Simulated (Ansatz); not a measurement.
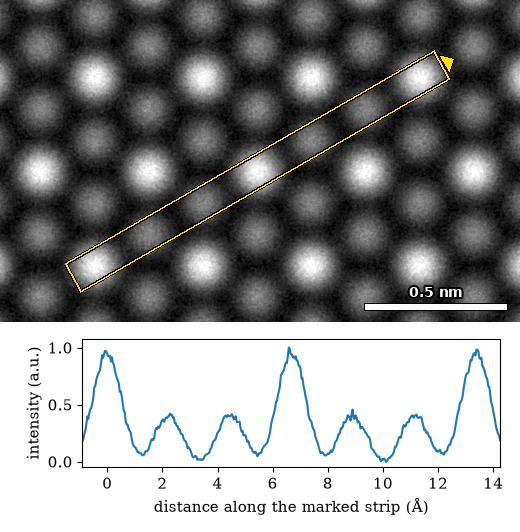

Dark-field STEM-like image of Ni (P6_3/mmc, No. 194) along [001]. Simulated incoherent Z contrast: every atom adds Z^1.7 spread by a probe of 1.30 Å full width; channelling and multiple scattering are left out. The display is stretched by a gamma of 0.8; percentages refer to the linear signal. Shot noise was added. Model: coordinates from a relaxation with DFT PBE, scalar-relativistic, plane waves, PAW (Ansatz 0.2.0); the starting structure was generated, so it need not be a known form of this composition.

```cif
data_structure
_symmetry_space_group_name_H-M 'P6_3/mmc'
_symmetry_Int_Tables_number 194
_cell_length_a 3.8619
_cell_length_b 3.8619
_cell_length_c 4.3322
_cell_angle_alpha 90.000
_cell_angle_beta 90.000
_cell_angle_gamma 120.000
_cell_volume 55.95
loop_
_atom_site_label
_atom_site_type_symbol
_atom_site_symmetry_multiplicity
_atom_site_Wyckoff_symbol
_atom_site_fract_x
_atom_site_fract_y
_atom_site_fract_z
_atom_site_occupancy
Ni1 Ni 2 b 0.00000 0.00000 0.25000 1
Ni2 Ni 2 d 0.33333 0.66667 0.75000 1
```

The curve is the intensity along the marked strip, in the direction of its arrowhead, with zero distance at the first column. Brightness is counted from the darkest point of the image.

**Assign the peaks of the line profile.**

```
position (Å)  atoms per repeat along the beam  height (% of the highest)
         0.0                             2 Ni                        100
         2.2                             1 Ni                         45
         4.5                             1 Ni                         45
         6.7                             2 Ni                        100
         8.9                             1 Ni                         45
        11.1                             1 Ni                         45
        13.4                             2 Ni                        100
```
